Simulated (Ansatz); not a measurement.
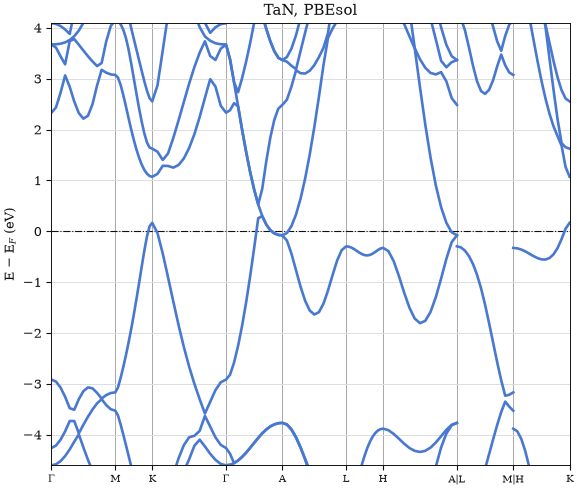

Band structure. Energies are counted from the Fermi level.

The Ansatz input:

```
crystal:
  lattice:
    - [2.9239890449, 0.0, 0.0]
    - [-1.4619945224, 2.5322487933, 0.0]
    - [0.0, 0.0, 2.870727642]
  atoms:
    - { symbol: Ta, position: [0.3333333333, 0.6666666667, 0.5] }
    - { symbol: "N", position: [0.0, 0.0, 0.0] }
basis:
  ecutwfc: 420
kpoints:
  mp_grid: { grid: [18, 18, 14] }
  band_path:
    path:
      - [[0.0, 0.0, 0.0], [0.5, 0.0, 0.0], [0.33333333, 0.33333333, 0.0], [0.0, 0.0, 0.0], [0.0, 0.0, 0.5], [0.5, 0.0, 0.5], [0.33333333, 0.33333333, 0.5], [0.0, 0.0, 0.5]]
      - [[0.5, 0.0, 0.5], [0.5, 0.0, 0.0]]
      - [[0.33333333, 0.33333333, 0.5], [0.33333333, 0.33333333, 0.0]]
    npoints: 14
hamiltonian:
  xc: pbesol
scf:
  occupations: { method: gaussian, width: 0.1 }
  n_extra_bands: 6
output:
  forces: true
  stress: true
  eigenvalues: true
  populations: true
  dos: { projected: true, de: 0.02, nscf_kmesh: { grid: [27, 27, 21] } }
  bader: true
```

Run as:
```bash
ansatz run input.yaml --threads 1 --pin off --max-ram 2560MiB --backend cpu --events-out ev --progress --plain --runs-dir out
```

Question: Is there a gap at the Fermi level?

Answer: A metal: bands cross the Fermi level along this path.

Question: On which lines of the path do bands cross the Fermi level?

Answer: Bands cross the Fermi level on M–K, K–Γ, Γ–A, A–L, H–A and H–K, and not on Γ–M, L–H and L–M.

Spin-orbit coupling is left out, which matters for Ta.
